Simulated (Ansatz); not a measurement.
Geometry relaxation of Cu

System: Cu (P6₃/mmc, 2 atoms in the cell).
Method: DFT PBE+D3(BJ), scalar-relativistic, plane waves, PAW, no spin polarisation (Ansatz 0.2.0).

The structure derives from a Materials Project entry. Figures and captions count atoms from 1; the log counts them from 0 in places.

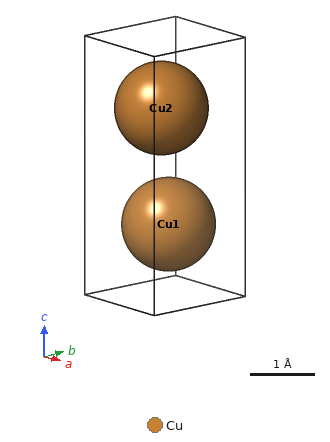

Fig. 1: The starting structure (spheres-only view of the cell of the calculation, seen slightly off an axis; atoms are numbered from 1 in the order of the input). An atom can appear more than once, as a periodic image.

The input:
```yaml
crystal:
  lattice:
    - [2.5340966698, 0.0, 0.0]
    - [-1.2670483349, 2.1945920917, 0.0]
    - [0.0, 0.0, 4.112571]
  atoms:
    - { symbol: Cu, position: [0.33333333, 0.66666667, 0.25] }
    - { symbol: Cu, position: [0.66666667, 0.33333333, 0.75] }
basis:
  ecutwfc: 420
kpoints:
  mp_grid: { grid: [18, 18, 10] }
hamiltonian:
  xc: pbe
  dispersion: d3bj
scf:
  occupations: { method: gaussian, width: 0.1 }
output:
  forces: true
  stress: true
  eigenvalues: true
relax:
  adjacent_minimum: "off"
  f_tol: 0.005
  max_steps: 80
  cell: { stress_tol: 0.05 }
```

Run as:
```bash
ansatz run input.yaml --threads 2 --pin off --max-ram 5120MiB --backend cpu --events-out ev --progress --plain --runs-dir out
```

Log:
```
Engine: ansatz 0.2.0, x86_64-unknown-linux-gnu
Pseudopotentials: kind: paw
Pseudopotential: Cu, paw, valence charge 19, recommended cutoff 420 eV (normal), Cu.paw.azcp
Functional definition: PBE
  parameter kappa = 0.804
  parameter beta = 0.06672455060314922
  exchange = pbe_x(kappa = kappa, mu = beta*pi^2/3)
  correlation = pbe_c(beta = beta)
Crystal: 2 atoms, lattice volume = 22.871 Å³
Basis set: ecut = 420 eV, 451 PW (Γ), exchange–correlation on 36×36×60 points (8 copies of the dense FFT grid, shifted against one another)
Bands: 23, of which v1, the nominal top of the filled ones, is band 19 counted from 1 (18 counted from 0)
Symmetry: 24 space group operations
Space group: P63/mmc (ITA 194), of the structure as read, at distance tolerance 2.8e-5 Å
k-points: 222 of 3240
Non-local potential: Cu, projectors of the file, l = 0: 3, l = 1: 2, l = 2: 3, l = 3: 1
PAW form: soft (Blöchl's): semilocal exchange-correlation on the pseudo side does not see the compensation charge
PAW one-centre angular grid: Cu, 590 points (default); XC on 64 Gauss nodes
Initial density: superposition of atomic densities (neutral atoms: chi_scale 0, normalization atom), corrected by the library's trained network
Initial wavefunctions: pseudopotential atomic-orbital guess
Functional: x = pbe(κ = 0.804, μ = 0.2195149727645171), c = pbe(β = 0.06672455060314922)
SCF iter   1: F=—  HF=-13251.511671 eV  |F-HF|=—  |Δ(HF+E_count)|=         —  Δρ=1.42e-3  dr2=1.49e-4  ethr=1.77e-3  ⟨swp⟩=4.9  Hψ=18744  notcnv=0
preconditioner: auto → none  [metal: Δε(μ)=0.003 eV  Ē_g=11.111 eV  σ=0.100 eV  W_gap=0.02  n_scr=8 (ndim 8)  ℏωp=36.4 eV  f_vac=0.000  D(μ)=0.90/eV (n_scr^D=2)  sad-step TF]
SCF iter   2: F=—  HF=-13251.512064 eV  |F-HF|=—  |Δ(HF+E_count)|=   3.92e-4  Δρ=9.09e-4  dr2=7.65e-5  ethr=3.93e-7  ⟨swp⟩=3.1  Hψ=12461  notcnv=0
SCF iter   3: F=—  HF=-13251.512132 eV  |F-HF|=—  |Δ(HF+E_count)|=   6.84e-5  Δρ=4.62e-4  dr2=2.45e-5  ethr=2.01e-7  ⟨swp⟩=2.0  Hψ=7516  notcnv=0
SCF iter   4: F=—  HF=-13251.512124 eV  |F-HF|=—  |Δ(HF+E_count)|=   8.26e-6  Δρ=3.62e-5  dr2=1.04e-7  ethr=6.46e-8  ⟨swp⟩=2.0  Hψ=7322  notcnv=0
iter 5 did not close the SCF: its close was put off for the readings that it lacked (scf_convergence_deferred on its scf_iter line)
SCF iter   5: F=-13251.512124 eV  HF=-13251.512124 eV  |F-HF|=1.59e-8  |Δ(HF+E_count)|=   5.29e-8  Δρ=1.44e-5  dr2=1.13e-8  ethr=2.75e-10  ⟨swp⟩=2.0  Hψ=8305  notcnv=0
SCF iter   6: F=-13251.512124 eV  HF=-13251.512124 eV  |F-HF|=1.41e-9  |Δ(HF+E_count)|=   2.34e-8  Δρ=1.56e-6  dr2=2.01e-10  ethr=2.97e-11  ⟨swp⟩=2.6  Hψ=18490  notcnv=0
SCF 1 converged in 6 iterations: F = -13251.512124 eV  dr2 = 2.01e-10
  greatest PAW one-centre occupation: 1.000 electrons in one spin orbital (limit 2), on the Cu atom at site 1 (counted from 0), in its partial waves of l = 0
relax step   1: F+E_penalty+E_count = -13251.51212377 eV  Δ(F+E_penalty+E_count) = +0.000e0 eV  max|allowed force component| = 9.252e-18 eV/Å  Δτ_max = 0.0000 Å  P = -1.569 GPa  Ω = 22.871 Å³  (6 SCF iters, dr2 threshold 1.00e-7 eV, accepted)
Crystal: 2 atoms, lattice volume = 22.761 Å³
Initial density: handed on by an earlier stage of this run
Initial wavefunctions: those handed on with the density
iter 1 solved again at ethr=1.43e-6 eV; its pass at ethr=3.10e-3 eV (dr2=5.44e-4 eV) is discarded
SCF iter   1: F=—  HF=-13251.513378 eV  |F-HF|=—  |Δ(HF+E_count)|=         —  Δρ=1.89e-3  dr2=5.18e-4  ethr=1.43e-6  ⟨swp⟩=2.2  Hψ=22815  notcnv=0
preconditioner: auto → none  [metal: Δε(μ)=0.004 eV  Ē_g=11.162 eV  σ=0.100 eV  W_gap=0.02  n_scr=8 (ndim 8)  ℏωp=36.5 eV  f_vac=0.000  D(μ)=0.92/eV (n_scr^D=2)]
SCF iter   2: F=—  HF=-13251.513274 eV  |F-HF|=—  |Δ(HF+E_count)|=   1.04e-4  Δρ=1.69e-4  dr2=2.31e-6  ethr=1.36e-6  ⟨swp⟩=2.2  Hψ=6984  notcnv=0
SCF iter   3: F=—  HF=-13251.513261 eV  |F-HF|=—  |Δ(HF+E_count)|=   1.25e-5  Δρ=1.23e-4  dr2=2.68e-6  ethr=6.07e-9  ⟨swp⟩=2.0  Hψ=9342  notcnv=0
iter 4 did not close the SCF: its close was put off for the readings that it lacked (scf_convergence_deferred on its scf_iter line)
SCF iter   4: F=-13251.513260 eV  HF=-13251.513260 eV  |F-HF|=2.92e-8  |Δ(HF+E_count)|=   6.34e-7  Δρ=1.53e-5  dr2=1.19e-8  ethr=6.07e-9  ⟨swp⟩=2.1  Hψ=6780  notcnv=0
iter 5 did not close the SCF: its close was put off for the readings that it lacked (scf_convergence_deferred on its scf_iter line)
SCF iter   5: F=-13251.513260 eV  HF=-13251.513260 eV  |F-HF|=3.24e-9  |Δ(HF+E_count)|=   3.65e-8  Δρ=3.96e-6  dr2=1.61e-9  ethr=3.14e-11  ⟨swp⟩=2.0  Hψ=9343  notcnv=0
SCF iter   6: F=-13251.513260 eV  HF=-13251.513260 eV  |F-HF|=1.82e-12  |Δ(HF+E_count)|=  7.29e-10  Δρ=2.91e-7  dr2=6.10e-12  ethr=4.24e-12  ⟨swp⟩=1.9  Hψ=14817  notcnv=0
SCF 2 converged in 6 iterations: F = -13251.513260 eV  dr2 = 6.10e-12
relax step   2: F+E_penalty+E_count = -13251.51326047 eV  Δ(F+E_penalty+E_count) = -1.137e-3 eV  max|allowed force component| = 9.252e-18 eV/Å  Δτ_max = 0.0000 Å  P = -0.812 GPa  Ω = 22.761 Å³  energy of the carried Pulay correction = +9.525e-5 eV  (6 SCF iters, dr2 threshold 2.00e-7 eV, accepted)
Crystal: 2 atoms, lattice volume = 22.640 Å³
iter 1 solved again at ethr=1.78e-6 eV; its pass at ethr=3.10e-3 eV (dr2=6.76e-4 eV) is discarded
SCF iter   1: F=—  HF=-13251.513958 eV  |F-HF|=—  |Δ(HF+E_count)|=         —  Δρ=2.12e-3  dr2=6.41e-4  ethr=1.78e-6  ⟨swp⟩=2.2  Hψ=23537  notcnv=0
preconditioner: auto → none  [metal: Δε(μ)=0.011 eV  Ē_g=11.207 eV  σ=0.100 eV  W_gap=0.06  n_scr=8 (ndim 8)  ℏωp=36.6 eV  f_vac=0.000  D(μ)=0.94/eV (n_scr^D=2)]
SCF iter   2: F=—  HF=-13251.513827 eV  |F-HF|=—  |Δ(HF+E_count)|=   1.31e-4  Δρ=2.08e-4  dr2=3.18e-6  ethr=1.69e-6  ⟨swp⟩=2.1  Hψ=7080  notcnv=0
SCF iter   3: F=—  HF=-13251.513811 eV  |F-HF|=—  |Δ(HF+E_count)|=   1.57e-5  Δρ=1.46e-4  dr2=3.59e-6  ethr=8.36e-9  ⟨swp⟩=2.0  Hψ=9345  notcnv=0
iter 4 did not close the SCF: its close was put off for the readings that it lacked (scf_convergence_deferred on its scf_iter line)
SCF iter   4: F=-13251.513811 eV  HF=-13251.513811 eV  |F-HF|=3.87e-8  |Δ(HF+E_count)|=   8.14e-7  Δρ=1.85e-5  dr2=1.82e-8  ethr=8.36e-9  ⟨swp⟩=2.2  Hψ=6763  notcnv=0
iter 5 did not close the SCF: its close was put off for the readings that it lacked (scf_convergence_deferred on its scf_iter line)
SCF iter   5: F=-13251.513811 eV  HF=-13251.513811 eV  |F-HF|=4.79e-9  |Δ(HF+E_count)|=   4.77e-8  Δρ=4.74e-6  dr2=2.31e-9  ethr=4.78e-11  ⟨swp⟩=2.0  Hψ=9343  notcnv=0
SCF iter   6: F=-13251.513811 eV  HF=-13251.513811 eV  |F-HF|=9.09e-12  |Δ(HF+E_count)|=   1.08e-9  Δρ=4.02e-7  dr2=1.20e-11  ethr=6.07e-12  ⟨swp⟩=1.9  Hψ=14936  notcnv=0
SCF 3 converged in 6 iterations: F = -13251.513811 eV  dr2 = 1.20e-11
relax step   3: F+E_penalty+E_count = -13251.51381068 eV  Δ(F+E_penalty+E_count) = -5.502e-4 eV  max|allowed force component| = 3.238e-17 eV/Å  Δτ_max = 0.0000 Å  P = +0.047 GPa  Ω = 22.640 Å³  energy of the carried Pulay correction = +2.003e-4 eV  (6 SCF iters, dr2 threshold 2.00e-7 eV, accepted)
Crystal: 2 atoms, lattice volume = 22.645 Å³
iter 1 solved again at ethr=3.49e-9 eV; its pass at ethr=3.10e-3 eV (dr2=1.33e-6 eV) is discarded
SCF iter   1: F=—  HF=-13251.513813 eV  |F-HF|=—  |Δ(HF+E_count)|=         —  Δρ=9.35e-5  dr2=1.26e-6  ethr=3.49e-9  ⟨swp⟩=2.1  Hψ=23482  notcnv=0
preconditioner: auto → none  [metal: Δε(μ)=0.011 eV  Ē_g=11.215 eV  σ=0.100 eV  W_gap=0.06  n_scr=8 (ndim 8)  ℏωp=36.6 eV  f_vac=0.000  D(μ)=0.94/eV (n_scr^D=2)]
SCF iter   2: F=—  HF=-13251.513807 eV  |F-HF|=—  |Δ(HF+E_count)|=   6.15e-6  Δρ=9.73e-6  dr2=6.65e-9  ethr=3.30e-9  ⟨swp⟩=2.2  Hψ=7088  notcnv=0
iter 3 did not close the SCF: its close was put off for the readings that it lacked (scf_convergence_deferred on its scf_iter line)
SCF iter   3: F=-13251.513807 eV  HF=-13251.513807 eV  |F-HF|=4.47e-9  |Δ(HF+E_count)|=   1.37e-8  Δρ=6.39e-6  dr2=6.89e-9  ethr=1.75e-11  ⟨swp⟩=2.0  Hψ=9343  notcnv=0
iter 4 did not close the SCF: its close was put off for the readings that it lacked (scf_convergence_deferred on its scf_iter line)
SCF iter   4: F=-13251.513807 eV  HF=-13251.513807 eV  |F-HF|=9.09e-11  |Δ(HF+E_count)|=   1.50e-9  Δρ=8.98e-7  dr2=4.40e-11  ethr=1.75e-11  ⟨swp⟩=2.1  Hψ=6651  notcnv=0
iter 5 did not close the SCF: its close was put off for the readings that it lacked (scf_convergence_deferred on its scf_iter line)
SCF iter   5: F=-13251.513807 eV  HF=-13251.513807 eV  |F-HF|=9.09e-12  |Δ(HF+E_count)|=  1.09e-10  Δρ=1.75e-7  dr2=3.23e-12  ethr=1.00e-12  ⟨swp⟩=1.9  Hψ=7008  notcnv=0
SCF iter   6: F=-13251.513807 eV  HF=-13251.513807 eV  |F-HF|=1.82e-12  |Δ(HF+E_count)|=    0.00e0  Δρ=1.47e-8  dr2=1.53e-14  ethr=1.00e-12  ⟨swp⟩=1.1  Hψ=11186  notcnv=0
SCF 4 converged in 6 iterations: F = -13251.513807 eV  dr2 = 1.53e-14
relax step   4: F+E_penalty+E_count = -13251.51380728 eV  Δ(F+E_penalty+E_count) = +3.400e-6 eV  max|allowed force component| = 1.272e-17 eV/Å  Δτ_max = 0.0000 Å  P = +0.007 GPa  Ω = 22.645 Å³  energy of the carried Pulay correction = +1.955e-4 eV  (6 SCF iters, dr2 threshold 1.62e-8 eV, accepted)
Initial wavefunctions: pseudopotential atomic-orbital guess (no wavefunctions were taken with the density)
iter 1 solved again at ethr=1.08e-9 eV; its pass at ethr=3.10e-3 eV (dr2=4.09e-7 eV) is discarded
SCF iter   1: F=—  HF=-13251.513606 eV  |F-HF|=—  |Δ(HF+E_count)|=         —  Δρ=2.96e-5  dr2=2.84e-8  ethr=1.08e-9  ⟨swp⟩=4.2  Hψ=36042  notcnv=0
SCF iter   2: F=—  HF=-13251.513600 eV  |F-HF|=—  |Δ(HF+E_count)|=   5.59e-6  Δρ=2.00e-5  dr2=3.82e-8  ethr=7.48e-11  ⟨swp⟩=2.0  Hψ=9337  notcnv=0
SCF iter   3: F=—  HF=-13251.513600 eV  |F-HF|=—  |Δ(HF+E_count)|=   1.48e-8  Δρ=8.05e-6  dr2=6.27e-9  ethr=7.48e-11  ⟨swp⟩=2.0  Hψ=7078  notcnv=0
SCF iter   4: F=—  HF=-13251.513600 eV  |F-HF|=—  |Δ(HF+E_count)|=   1.60e-9  Δρ=9.09e-7  dr2=4.69e-11  ethr=1.65e-11  ⟨swp⟩=2.2  Hψ=7961  notcnv=0
iter 5 did not close the SCF: its close was put off for the readings that it lacked (scf_convergence_deferred on its scf_iter line)
SCF iter   5: F=-13251.513600 eV  HF=-13251.513600 eV  |F-HF|=0.00e0  |Δ(HF+E_count)|=  6.55e-11  Δρ=3.04e-8  dr2=5.00e-14  ethr=1.00e-12  ⟨swp⟩=1.0  Hψ=5106  notcnv=0
SCF iter   6: F=-13251.513600 eV  HF=-13251.513600 eV  |F-HF|=3.64e-12  |Δ(HF+E_count)|=  3.64e-12  Δρ=1.01e-8  dr2=7.50e-15  ethr=1.00e-12  ⟨swp⟩=3.1  Hψ=19481  notcnv=0
SCF 5 converged in 6 iterations: F = -13251.513600 eV  dr2 = 7.50e-15
relax step   5: F+E_penalty+E_count = -13251.51360017 eV  Δ(F+E_penalty+E_count) = +2.071e-4 eV  max|allowed force component| = 1.041e-17 eV/Å  Δτ_max = 0.0000 Å  P = +0.019 GPa  Ω = 22.645 Å³  stress off target by 2.32e-2 GPa  SCF on the basis re-selected at this cell (its energy is not comparable with the rows above)  (6 SCF iters)
```

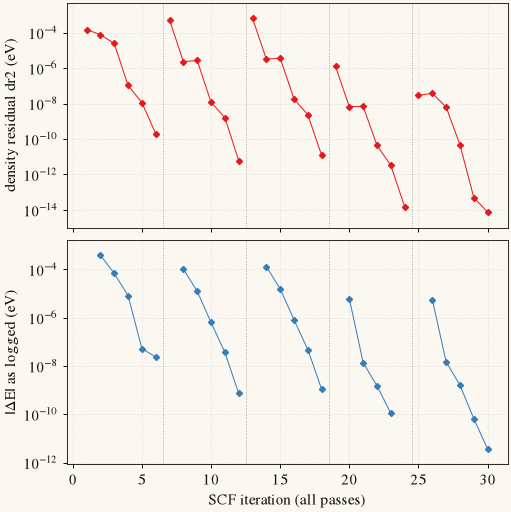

Fig. 2: Convergence of the self-consistent field: density residual dr2 and size of the energy change against the SCF iteration. The dotted lines part the SCF passes of the relaxation: geometry steps, rejected trials and re-solves on a re-selected basis. The 5 passes take 6 iterations each, 30 in all.

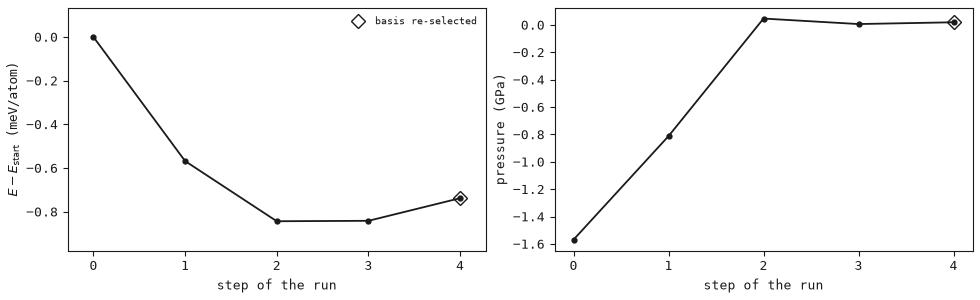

Fig. 3: Progress of the relaxation, step by step (the first geometry is step 0 here and step 1 in the log).

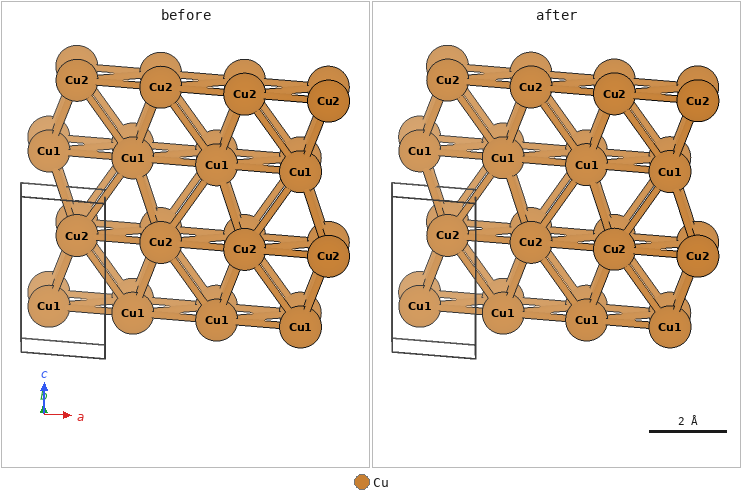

Fig. 4: Before (left) and after (right) the relaxation, at one scale (ball-and-stick view of the cell of the calculation, repeated 4 × 2 × 2, seen at an oblique angle). No atom moves by more than 0.005 Å relative to the cell. The drawn cell changes as follows: a = b 2.534 → 2.520 Å (−0.5 %), c 4.113 → 4.116 Å (+0.1 %); the volume changes by −1.0 %. Among the contacts that change: Cu1–Cu1 2.534 → 2.520 Å. The space group stays P6_3/mmc (No. 194). The energy falls by 0.8 meV per atom in 3 geometry steps. All forces vanish by symmetry, so only the cell relaxes. Pressure: −1.57 GPa at the start and 0.02 GPa at the end. A last SCF at the same geometry on a re-selected plane-wave basis shifts the energy by +0.1 meV per atom. (Atoms are counted from 1 in the order of the input.)

```
basis re-selected at this cell: Δ(F+E_penalty+E_count) = +2.071e-4 eV, ΔP = +0.013 GPa vs the last step (what re-selecting the basis moved, of the pressure what is left beyond the Pulay correction that the steps carried, after the strain that the cell walked since its last selection, with what the two solves' SCF thresholds leave and, on support functions, any second-order correction that the steps lacked; it is no measure of the basis error at this ecutwfc). This SCF's stress stands 2.32e-2 GPa from its target on what of the cell is left free (relax.cell.stress_tol is 5.00e-2 GPa) and its largest allowed force component is 1.04e-17 eV/Å (relax.f_tol is 5.00e-3 eV/Å): within both
SCF converged after 6 iterations
Free energy (F): -13251.513600 eV
Harris-Foulkes:  -13251.513600 eV  (|F-HF|=3.64e-12)
Internal energy: -13251.508919 eV  (E = F + TS)
E sigma→0 (E₀):  -13251.511260 eV
Entropy (-TS):   -0.004681 eV (-2.340 meV/atom)
Fermi energy:    17.643123 eV
--- Per-component energies (eV) ---
  E_band       = -687.725988
  E_kinetic    = 601.072102
  E_local      = -7945.205443  (includes V_loc(G=0)·N_el)
  E_nonlocal   = 778.603910
  E_hartree    = 3505.731852
  E_xc         = -179.961851
  E_vxc        = -232.301565  (∫ρ·V_xc dr)
  E_paw        = -3324.534823  (= ΣΔE_a)
  E_vpaw       = -901.359251  (= ΣTr[D̂ρ^β])
  E_aug_tail   = 0.000549  (compensation charges beyond the density's cutoff)
  E_ewald      = -6685.996665
  E_disp       = -1.218550  (pairwise vdW)
  E_smearing   = -0.004681  (= −TS)
  E_closure    = -0.000000  (closes the sum)
  Σ components = -13251.513600   (vs F -13251.513600, Δ=0.00e0)
--- Forces (eV/Å), atoms counted from 1 ---
  atom   1  Cu     0.00000000     0.00000000    -0.00000000
  atom   2  Cu    -0.00000000    -0.00000000     0.00000000
  max |Σ_I F_I| component: 6.94e-18 eV/Å
--- Stress (GPa, compression-positive) ---
        0.017581      -0.000000      -0.000000
        0.000000       0.017581       0.000000
       -0.000000       0.000000       0.023216
  P = ⅓ Tr σ = 0.0195 GPa (0.195 kbar)
--- Band table (eV; the first three rows and the last of 222) ---
  k-point 0: bands = ["-94.9807", "-94.9639", "-52.4091", "-52.3002", "-52.3002", "-52.2823", "-52.2813", "-52.2813", "7.9572", "12.3598", "14.5560", "14.6225", "14.6225", "14.8477", "14.8477", "15.1523", "15.1523", "15.9572", "15.9572", "16.5188", "21.6661", "39.3877", "39.9457"]
  k-point 1: bands = ["-94.9803", "-94.9643", "-52.4060", "-52.2998", "-52.2998", "-52.2854", "-52.2817", "-52.2817", "8.0514", "12.3040", "14.5367", "14.6034", "14.6034", "14.8283", "14.8283", "15.1971", "15.1971", "15.9521", "15.9521", "16.0998", "22.3212", "39.3944", "40.0404"]
  k-point 2: bands = ["-94.9791", "-94.9655", "-52.3971", "-52.2984", "-52.2984", "-52.2945", "-52.2831", "-52.2831", "8.3313", "12.0933", "14.4827", "14.5672", "14.5672", "14.7763", "14.7763", "15.3007", "15.3081", "15.3081", "15.9329", "15.9329", "23.8683", "38.2482", "39.4725"]
  k-point 221: bands = ["-94.9598", "-94.9598", "-52.3836", "-52.3836", "-52.3584", "-52.3584", "-52.3077", "-52.3077", "13.6044", "13.6044", "13.7087", "13.7087", "14.2689", "14.2689", "15.1491", "15.1491", "15.9875", "15.9875", "21.8265", "21.8265", "23.3626", "23.3626", "24.8667"]
--- Relaxed structure (4 steps of the walk, 4 accepted, 1 SCFs on fresh bases) ---
  F+E_penalty+E_count = -13251.51360017 eV   max|allowed force component| = 1.041e-17 eV/Å   (the final SCF, on the basis selected at the relaxed cell)
  cell:  # Å, volume = 22.6452 Å³
    - [2.520485762062693, 2.1850202313843024e-34, -6.340140671393795e-34]
    - [-1.2602428810313464, 2.1828046998232717, -1.8413390609001895e-19]
    - [-1.0347510133438664e-33, -3.4505900443542435e-19, 4.116011973125703]
  atoms:
    - { symbol: Cu, position: [0.33333333333333337, 0.6666666666666667, 0.24999999999999997] }
    - { symbol: Cu, position: [0.6666666666666666, 0.33333333333333337, 0.75] }
```

Trajectory as extended XYZ (Å, eV, eV/Å), 5 frames, from step=1 to step=5:
```
2
Lattice="2.5341 0.0000 0.0000 -1.2670 2.1946 0.0000 0.0000 0.0000 4.1126" Properties=species:S:1:pos:R:3:forces:R:3 step=1 energy=-13251.51212 pressure_GPa=-1.57
Cu    0.0000    1.4631    1.0281    0.0000   0.0000   0.0000
Cu    1.2670    0.7315    3.0844    0.0000   0.0000   0.0000
2
Lattice="2.5281 0.0000 0.0000 -1.2641 2.1894 0.0000 0.0000 0.0000 4.1122" Properties=species:S:1:pos:R:3:forces:R:3 step=2 energy=-13251.51326 pressure_GPa=-0.81
Cu    0.0000    1.4596    1.0280    0.0000   0.0000   0.0000
Cu    1.2641    0.7298    3.0841    0.0000   0.0000   0.0000
2
Lattice="2.5204 0.0000 0.0000 -1.2602 2.1828 0.0000 0.0000 0.0000 4.1152" Properties=species:S:1:pos:R:3:forces:R:3 step=3 energy=-13251.51381 pressure_GPa=0.05
Cu    0.0000    1.4552    1.0288    0.0000   0.0000   0.0000
Cu    1.2602    0.7276    3.0864    0.0000   0.0000   0.0000
2
Lattice="2.5205 0.0000 0.0000 -1.2602 2.1828 0.0000 0.0000 0.0000 4.1160" Properties=species:S:1:pos:R:3:forces:R:3 step=4 energy=-13251.51381 pressure_GPa=0.01
Cu    0.0000    1.4552    1.0290    0.0000   0.0000   0.0000
Cu    1.2602    0.7276    3.0870    0.0000   0.0000   0.0000
2
Lattice="2.5205 0.0000 0.0000 -1.2602 2.1828 0.0000 0.0000 0.0000 4.1160" Properties=species:S:1:pos:R:3:forces:R:3 step=5 energy=-13251.51360 pressure_GPa=0.02
Cu    0.0000    1.4552    1.0290    0.0000   0.0000   0.0000
Cu    1.2602    0.7276    3.0870    0.0000   0.0000   0.0000
```

Key numbers:

- outcome: converged
- space group (tolerance 0.01 Å): P6₃/mmc (194)
- electrons treated: 38
- free energy: −13251.5136 eV
- Fermi energy: 17.643 eV
- gap on the k-point mesh: none (metallic)
- pressure: 0.02 GPa
- final volume: 22.65 Å³
- largest force (length of the vector) at the end: under 0.001 eV/Å
- final cell: a = 2.520 Å, b = 2.520 Å, c = 4.116 Å, α = 90.00°, β = 90.00°, γ = 120.00°
- hardware: 2 threads of Intel Xeon (Granite Rapids), 192 GiB of memory available, shared host
- wall time: 7.8 s (CPU time 15 s)
- peak memory: 0.43 GiB
